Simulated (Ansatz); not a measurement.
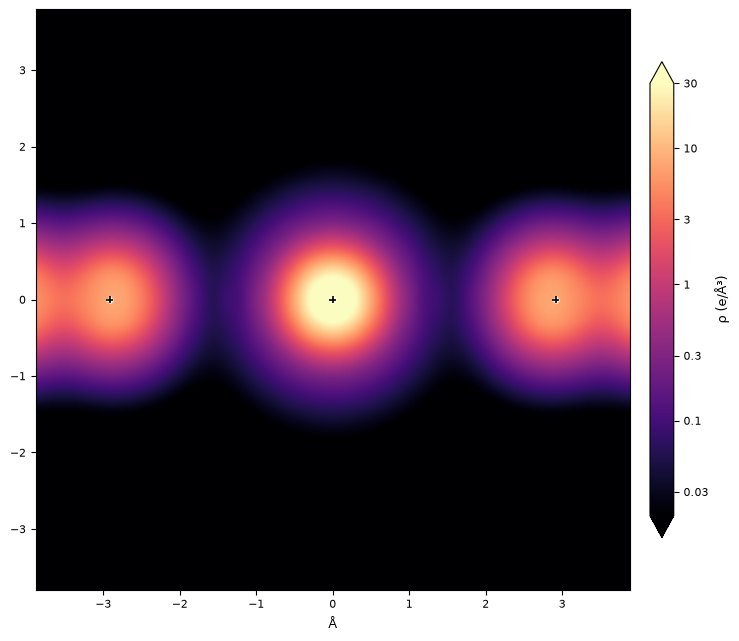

The valence pseudo-density on a plane through atoms (crosses mark nuclei in the plane).

The calculation used DFT PBEsol, scalar-relativistic, plane waves, PAW in Ansatz.

Candidates:
A. SnO, a = 3.81 Å, b = 3.81 Å, c = 9.50 Å, α = 90.00°, β = 90.00°, γ = 90.00°. Space group P4/nmm; a structure from a database of computed crystals, not necessarily the ambient phase.
B. CuO2, a = 2.42 Å, b = 6.45 Å, c = 7.07 Å, α = 90.00°, β = 90.00°, γ = 90.00°. Space group Pmmm; a structure from a database of computed crystals, not necessarily the ambient phase; not relaxed (largest force 1.1 eV/Å); computed pressure about −2 GPa in this cell; computed without spin polarisation.
C. Ti2Co, a = 6.73 Å, b = 6.73 Å, c = 6.73 Å, α = 90.00°, β = 90.00°, γ = 90.00°. Space group Fd-3m; computed pressure about 16 GPa in this cell; spin-polarised.

> Which system is this?

Candidate B: CuO2 on the (110) plane of the conventional cell, which holds Cu and O.
